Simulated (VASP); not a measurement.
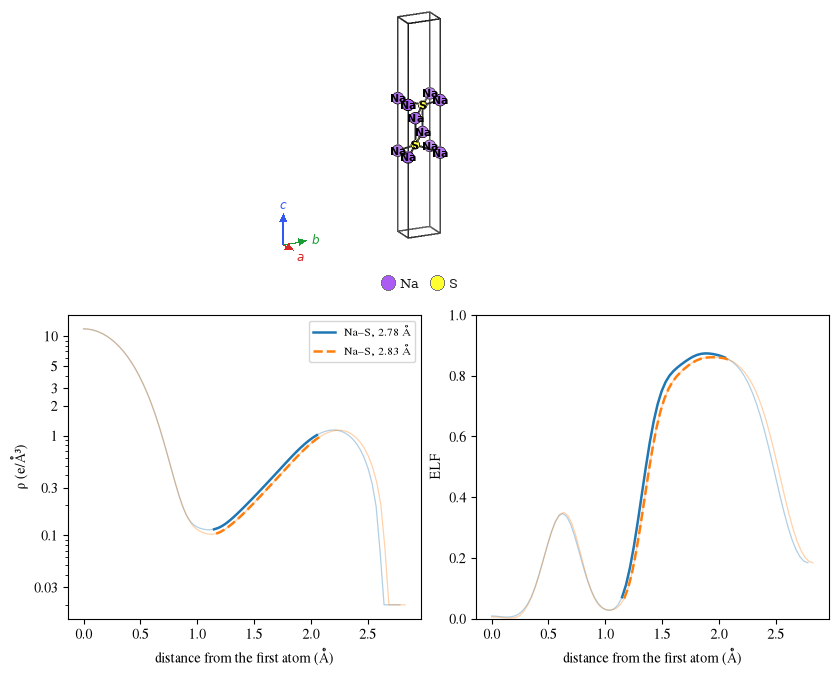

The picture shows: Na2S (slab). Valence electron density and electron localisation function along straight lines between neighbouring atoms. Thin, pale parts lie inside the atomic spheres. The structure is drawn too.

Level of theory: VASP, Kohn-Sham DFT of a periodic cell, PBEsol, VASP PAW PBE potentials, recommended.

In a PAW calculation such maps are meaningful between the atoms, not at the nuclei.

Input file:

```
ALGO = Normal
DIPOL = 0.5 0.5 0.499
EDIFF = 1E-7
ENCUT = 520
GGA = PS
IDIPOL = 3
ISIF = 2
ISMEAR = 0
LASPH = T
LCHARG = T
LDIPOL = T
LELF = T
LREAL = F
LVACPOTAV = T
LVHAR = T
LWAVE = F
NBANDS = 29
NELM = 100
PREC = Accurate
SIGMA = 0.05
```

Command:

```sh
cat potpaw_PBE.64/Na_pv/POTCAR potpaw_PBE.64/S/POTCAR > POTCAR
mpirun -np 1 vasp_std > vasp.out
```

Question: Compare the contacts.

Answer: Na–S (2.78 Å): ρ at the midpoint is about 0.18 e/Å³; the ELF peaks at about 0.85 in the valence shell of S, 0.9 Å from its nucleus, and falls to about 0 next to Na (an ionic contact with no shared pair).
Na–S (2.83 Å): ρ at the midpoint is about 0.17 e/Å³; the ELF peaks at about 0.85 in the valence shell of S, 0.9 Å from its nucleus, and falls to about 0 next to Na (a largely ionic contact).
